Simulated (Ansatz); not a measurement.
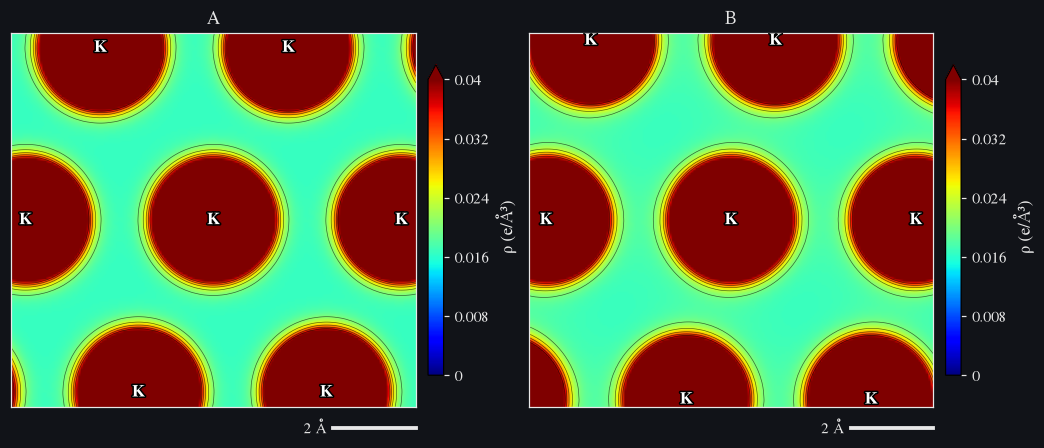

K. The valence electron density of two cells that differ in size and shape, on the (11̄0) plane of each (indices in the axes of the calculation cell), at one length scale and on one colour scale: A has 71.6 Å³ an atom and B 68.0.

Space group I4/mmm; computed without spin polarisation.

The calculation used DFT PBEsol, scalar-relativistic, plane waves, PAW (Ansatz).

In a PAW calculation such maps are meaningful between the atoms, not at the nuclei.

The larger cell:

```xyz
1
Lattice="-2.6835 2.6835 2.4871 2.6835 -2.6835 2.4871 2.6835 2.6835 -2.4871" Properties=species:S:1:pos:R:3 pbc="T T T"
K     0.0000    0.0000    0.0000
```

The smaller cell: a = 4.464 Å, b = 4.464 Å, c = 4.464 Å, α = 112.28°, β = 112.28°, γ = 103.98°.

What does the compression do to the bonding and the properties?

From the larger cell to the smaller, K–K goes from 4.54 to 4.46 Å, and the density at its midpoint from 0.02 to 0.02 e/Å³; the pressure goes from 0.0 to 0.2 GPa.
